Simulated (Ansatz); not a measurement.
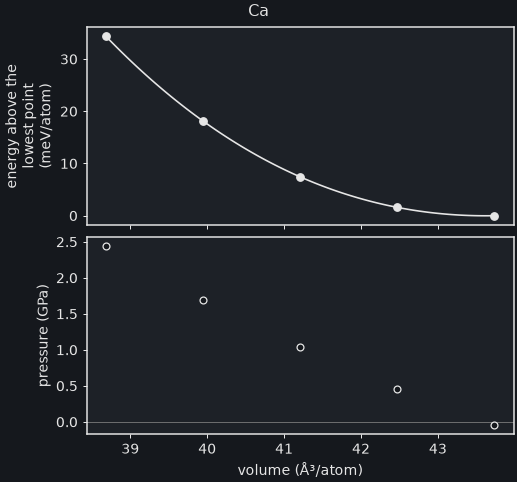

The figure shows the energy above the lowest point and pressure against volume for Ca, space group Fm-3m (No. 225) (one of a set of cubic test structures, which need not be the stable phase).

Computed with Ansatz 0.2.0 development build: equation of state of a cubic crystal from periodic Kohn-Sham density functional theory without spin, third-order Birch-Murnaghan fit to the free energies; pressure corrected for the finite basis. Level: HSE06.

```
                setting                   value
         structure type                     fcc
          atoms in cell                       1
     space group number                     225
       lattice centring  face-centred primitive
                 k mesh                   6×6×6
      occupation method             Fermi–Dirac
       occupation width                  0.1 eV
            wave cutoff                  220 eV
               datasets   all-electron datasets
      density tolerance                1e-09 eV
                  bands                       9
   density cutoff ratio                       4
     dirac inner shells                      no
                nucleus                   point
search for lower states                 default
   exchange singularity             regularized
```

Give the values behind the plot as a table.

```csv
volume (Å³/atom),energy above the lowest point (meV/atom),pressure (GPa)
38.69,34.3,2.440
39.95,18.1,1.689
41.21,7.4,1.033
42.47,1.6,0.460
43.73,0.0,-0.050
```

Caveats: modest k-mesh, values are not fully converged in k.
